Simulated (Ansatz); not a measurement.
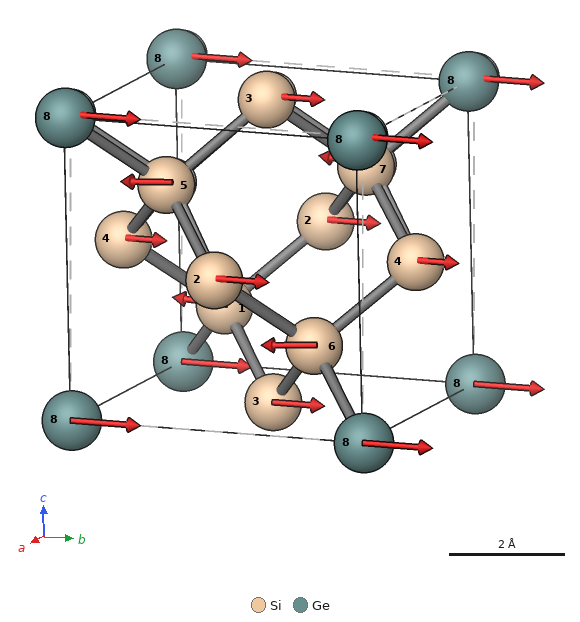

Crystalline Si7Ge (set up in P-43m), drawn pale, and a changed version of it, drawn solid. The red arrows show how the atoms are displaced (without the part that the change of the cell carries along), magnified 50 times. A ball-and-stick model of the cell of the calculation, seen slightly off an axis.

All numbers below come from DFT r2SCAN, scalar-relativistic, plane waves, PAW in Ansatz 0.2.0. Settings: plane-wave cutoff 500 eV; k-point mesh 8 × 8 × 8; occupations gaussian; smearing width 0.02 eV; no spin polarisation.

### What was done to the structure, and with what result?

Shear of c along a, +6.0 %, is applied. The cell is then held and the atoms relaxed. Energy change: +18.4 meV per atom. Pressure: 0.0 GPa before, 0.0 GPa after. The principal stresses (compression positive) are 4.9 GPa along [1 0 −1], −0.1 GPa along b, −4.7 GPa along [1 0 1]. The drawn cell changes at constant volume: a = b unchanged at 5.468 Å, c 5.468 → 5.478 Å (+0.2 %), β 90.0° → 86.6°. Ge8 moves most relative to the cell: 0.027 Å along +b. By element the largest moves are Ge 0.027 Å, Si 0.021 Å. Near-neighbour distances before and after: Si–Si 2.360 → 2.337 to 2.386 Å, Ge–Si 2.391 → 2.371 to 2.415 Å. The space group (tolerance 0.01 Å) goes from P-43m (No. 215) to Cmm2 (No. 35).
